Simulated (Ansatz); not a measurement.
Si18C17 (cell charge +3, with a compensating background) (cell with a defect)

The calculation's input:

```
crystal:
  lattice:
    - [0.0, 5.3553911397, 5.0742922929]
    - [-4.6379047741, -2.6776955698, 5.0742922929]
    - [4.6379047741, -2.6776955698, 5.0742922929]
  atoms:
    - { symbol: Si, position: [0.3773033467, 0.7112557395, 0.3769228447], spin: 0.25 }
    - { symbol: Si, position: [0.7234667948, 0.7217642, 0.0531009969] }
    - { symbol: Si, position: [0.3878800938, 0.3874038261, 0.7231424275] }
    - { symbol: Si, position: [0.3878245905, 0.0574007193, 0.0531136038] }
    - { symbol: Si, position: [0.7234932965, 0.387385394, 0.3874884569] }
    - { symbol: Si, position: [0.0535145303, 0.7217608223, 0.723168815] }
    - { symbol: Si, position: [0.0553374126, 0.3892330602, 0.0549711779] }
    - { symbol: Si, position: [0.7222852543, 0.0562094237, 0.7219462974] }
    - { symbol: Si, position: [0.0534645516, 0.0574385011, 0.3874884498] }
    - { symbol: Si, position: [0.4407176885, 0.7800608807, 0.7899734224], spin: 0.25 }
    - { symbol: Si, position: [0.7913199751, 0.7733729213, 0.4405043719], spin: 0.25 }
    - { symbol: Si, position: [0.4429373923, 0.4449436591, 0.1106947935] }
    - { symbol: Si, position: [0.440477216, 0.1242191771, 0.4385683435], spin: 0.25 }
    - { symbol: Si, position: [0.7792080124, 0.4437463364, 0.7788601377] }
    - { symbol: Si, position: [0.1110343695, 0.7768476444, 0.1106788828] }
    - { symbol: Si, position: [0.1110511536, 0.4448946128, 0.4426141557] }
    - { symbol: Si, position: [0.7791667083, 0.113107149, 0.1094770497] }
    - { symbol: Si, position: [0.1098029511, 0.1131185151, 0.7788747658] }
    - { symbol: C, position: [0.8450043849, 0.8490196981, 0.1797381134] }
    - { symbol: C, position: [0.515126948, 0.5140676321, 0.844675105] }
    - { symbol: C, position: [0.5150892886, 0.17891679, 0.1797522149] }
    - { symbol: C, position: [0.8450442973, 0.5139787354, 0.514779091] }
    - { symbol: C, position: [0.1800788098, 0.8490406213, 0.8447090892] }
    - { symbol: C, position: [0.18090827, 0.514821281, 0.1805789403] }
    - { symbol: C, position: [0.8468178011, 0.1807486726, 0.8465026472] }
    - { symbol: C, position: [0.1800771677, 0.1789319614, 0.5147921495] }
    - { symbol: C, position: [0.2368586587, 0.570741546, 0.5713873681] }
    - { symbol: C, position: [0.5717015638, 0.5707647155, 0.2365081002] }
    - { symbol: C, position: [0.2357677366, 0.2371820317, 0.9028938325] }
    - { symbol: C, position: [0.2368055615, 0.9056354903, 0.2364856894] }
    - { symbol: C, position: [0.5694011093, 0.2352119527, 0.5690396376] }
    - { symbol: C, position: [0.9032709668, 0.5696783569, 0.9029028382] }
    - { symbol: C, position: [0.9032412403, 0.2371714517, 0.2354019011] }
    - { symbol: C, position: [0.5693693191, 0.9033072077, 0.9009330337] }
    - { symbol: C, position: [0.9013272216, 0.9032993726, 0.5690463074] }
  host:
    lattice:
      - [3.0919365161, 0.0, 0.0]
      - [-1.545968258, 2.6776955698, 0.0]
      - [0.0, 0.0, 5.0742922929]
    atoms:
      - { symbol: Si, position: [0.3333333333, 0.6666666667, 0.4995817072] }
      - { symbol: Si, position: [0.6666666667, 0.3333333333, 0.9995817072] }
      - { symbol: C, position: [0.3333333333, 0.6666666667, 0.8754182928] }
      - { symbol: C, position: [0.6666666667, 0.3333333333, 0.3754182928] }
total_charge: 3
basis:
  ecutwfc: 420
  xc_grid: 2
kpoints:
  mp_grid: { grid: [2, 2, 2], shift: [0.5, 0.5, 0.5] }
hamiltonian:
  xc: pbe
scf:
  occupations: { method: gaussian, width: 0.01 }
output:
  forces: true
  stress: false
  eigenvalues: true
  populations: true
  charged_corrections:
    defect_position: [0.51402832, 0.84736165, 0.51402832]
    epsilon: [[10.2148, 0.0, 0.0], [0.0, 10.2148, 0.0], [0.0, 0.0, 11.3838]]
  write_density: true
  write_potential: true
  elf: true
  volumetric_format: npy
magnetization:
  spin_polarized: true
relax:
  adjacent_minimum: "off"
  f_tol: 0.025
  max_steps: 45
```

Run with:

```sh
ansatz run input.yaml --threads 4 --pin off --max-ram 10240MiB --backend cpu --events-out ev --progress --plain --runs-dir out
```

The fields are those of the run's last geometry, not of the input's.

The program warned that a starting moment wasn't kept; spin-polarised, but the moments vanished.

Theory: Ansatz, DFT PBE, scalar-relativistic, plane waves, PAW.

The density is the valence pseudo-density of a PAW calculation; it isn't the true density close to the nuclei.

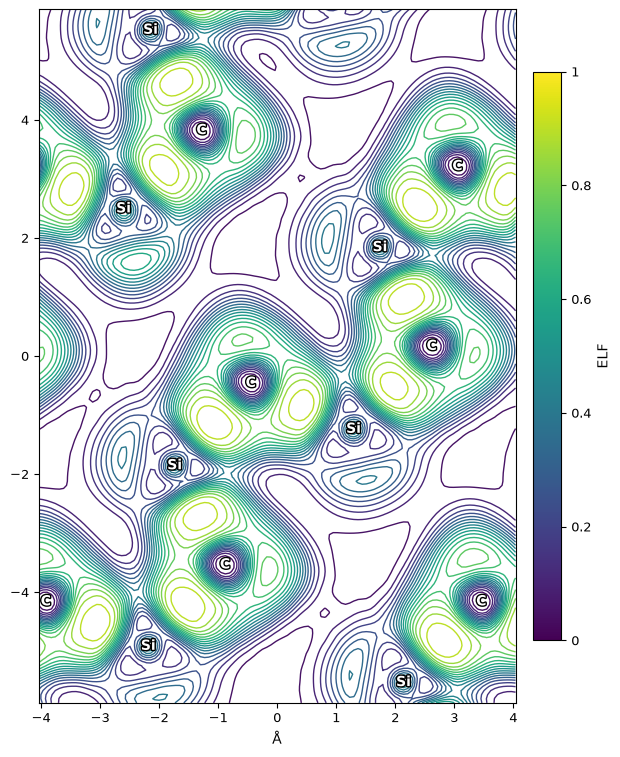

Figure 1. Electron localisation function on the (101̄) plane of the calculation cell.

Question: Interpret the plot.

Answer: Atoms in the plane: Si and C.
Si–C (1.87 Å): the ELF peaks at about 0.95 between the atoms, as expected for localised, covalent bonding.
Si–C (1.89 Å): the ELF peaks at about 0.95 between the atoms: a shared electron pair.

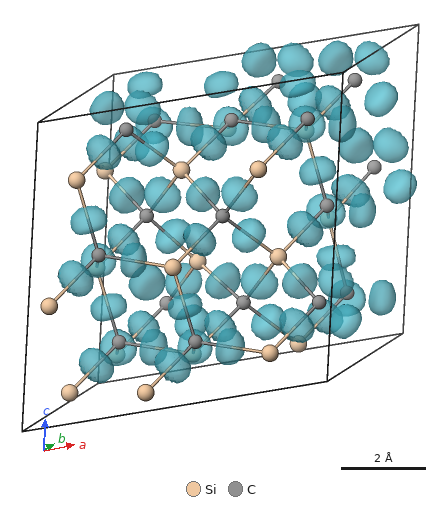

Figure 2. Isosurface of the electron localisation function at 0.85 (cyan), seen slightly off an axis. Only the valence region is drawn (cores and ρ < 0.01 e/Å³ removed). Sticks mark near contacts.

Question: Where are the electrons localised?

Answer: The ELF exceeds this value in 68 regions between bonded C–Si atoms (shared pairs), counted in one cell of 35 atoms. Regions shared between cells count once.


Si–C (1.85 Å): the ELF peaks at about 0.90 between the atoms; a covalent bond.
